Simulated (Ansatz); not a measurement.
**Ga2O3: density, localisation and related maps**

Input file:

```
crystal:
  lattice:
    - [6.107, -1.51855, 0.0]
    - [6.107, 1.51855, 0.0]
    - [-1.3859888959, 0.0, 5.630008738]
  atoms:
    - { symbol: Ga, position: [0.34134, 0.34134, 0.68598] }
    - { symbol: Ga, position: [0.65866, 0.65866, 0.31402] }
    - { symbol: Ga, position: [0.9095, 0.9095, 0.2054] }
    - { symbol: Ga, position: [0.0905, 0.0905, 0.7946] }
    - { symbol: O, position: [0.5041, 0.5041, 0.7434] }
    - { symbol: O, position: [0.4959, 0.4959, 0.2566] }
    - { symbol: O, position: [0.8267, 0.8267, 0.4368] }
    - { symbol: O, position: [0.1733, 0.1733, 0.5632] }
    - { symbol: O, position: [0.8355, 0.8355, 0.8902] }
    - { symbol: O, position: [0.1645, 0.1645, 0.1098] }
hamiltonian:
  xc: rpbe
  pseudopotentials: { kind: paw }
kpoints:
  mp_grid: { grid: [9, 9, 5] }
  band_path:
    path:
      - [[0.0, 0.5, 0.0], [0.0, 0.0, 0.0], [0.0, 0.0, -0.5]]
      - [[0.0, 0.5, -0.5], [0.0, 0.0, 0.0], [-0.5, -0.5, 0.5]]
      - [[-0.5, 0.0, 0.5], [0.0, 0.0, 0.0], [-0.5, -0.5, 0.0]]
      - [[-0.5, 0.0, 0.0], [0.0, 0.0, 0.0]]
    npoints: 10
scf:
  occupations: { method: fermi_dirac, width: 0.05 }
  n_extra_bands: 25
output:
  forces: true
  stress: true
  eigenvalues: true
  fatbands: false
  write_density: true
  write_potential: true
  elf: true
  volumetric_format: npy
```

Run with:

```sh
ansatz run input.yaml --threads 4 --pin off --max-ram 11264MiB --backend cpu --events-out ev --progress --plain --runs-dir out
```

Below, planes, directions and counts refer to the conventional cell (a = 12.21 Å, b = 3.04 Å, c = 5.80 Å, α = 90.00°, β = 103.83°, γ = 90.00°).

Space group C2/m; not relaxed (largest force 0.3 eV/Å); computed pressure about 15 GPa in this cell.

These are results of Kohn-Sham DFT of a periodic cell, RPBE, Ansatz PAW (Ansatz 0.2.0), not measurements.

Core electrons are frozen (PAW), and the valence fields are smoothed inside the atomic spheres.

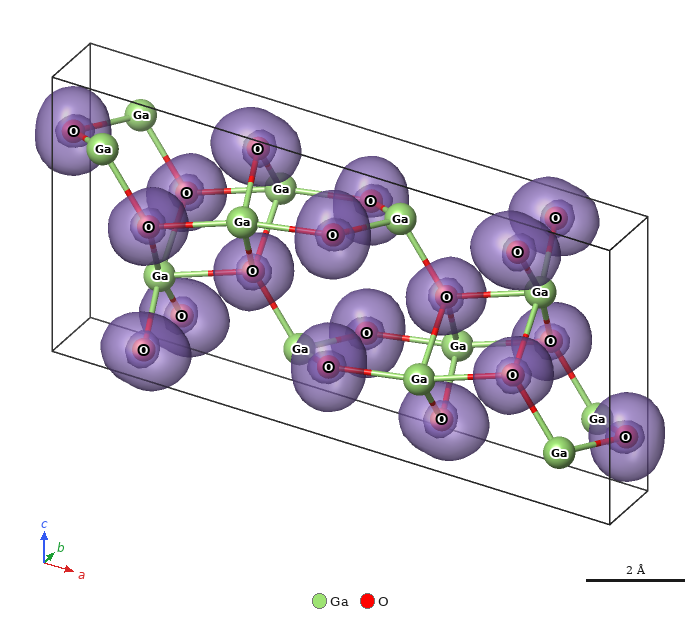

Figure 1. Isosurface of the electron localisation function at 0.7 (purple), seen slightly off an axis. Core shells and regions of very low density are left out. Sticks mark near contacts.

### Describe the localisation domains.

At this value the surface marks out twelve regions wrapped around O (the valence shell of each), counted in one cell of 20 atoms. Regions shared between cells count once.


Ga–O (1.83 Å): the ELF peaks at about 0.80 in the valence shell of O, 0.6 Å from its nucleus, and is about 0.40 at the midpoint. Ga–O (1.94 Å): the ELF peaks at about 0.85 in the valence shell of O, 0.6 Å from its nucleus, and is about 0.30 at the midpoint.

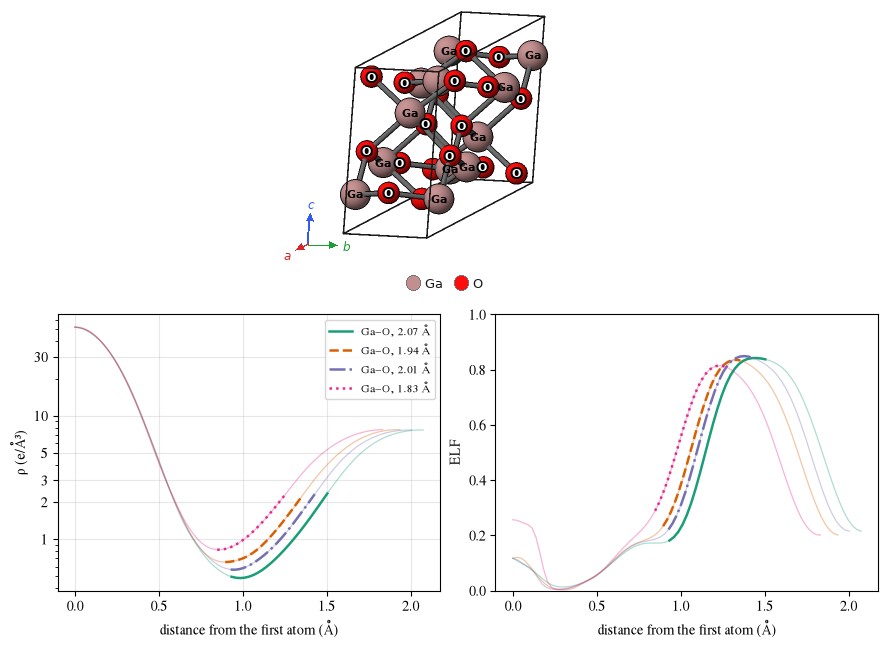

Figure 2. Valence pseudo-density and electron localisation function along straight lines between neighbouring atoms. Thin, pale parts lie inside the atomic spheres. The structure is drawn too.

### Compare the contacts.

Ga–O (2.07 Å): ρ at the midpoint is about 0.5 e/Å³; the ELF peaks at about 0.85 in the valence shell of O, 0.6 Å from its nucleus, and is about 0.25 at the midpoint: no localised pair shows between them.
Ga–O (1.94 Å): ρ is about 0.68 e/Å³ halfway; the ELF peaks at about 0.85 in the valence shell of O, 0.6 Å from its nucleus, and is about 0.30 at the midpoint.
Ga–O (2.01 Å): the density is about 0.58 e/Å³ at the midpoint; the ELF peaks at about 0.85 in the valence shell of O, 0.6 Å from its nucleus, and is about 0.30 at the midpoint.
Ga–O (1.83 Å): the density is about 0.85 e/Å³ at the midpoint; the ELF peaks at about 0.80 in the valence shell of O, 0.6 Å from its nucleus, and is about 0.40 at the midpoint.

### Does the calculation make it a metal, or give it a gap?

It is gapped, with a Kohn–Sham gap of 2.5 eV on the k-point mesh (the band edges may lie off the mesh, which would make the gap smaller).
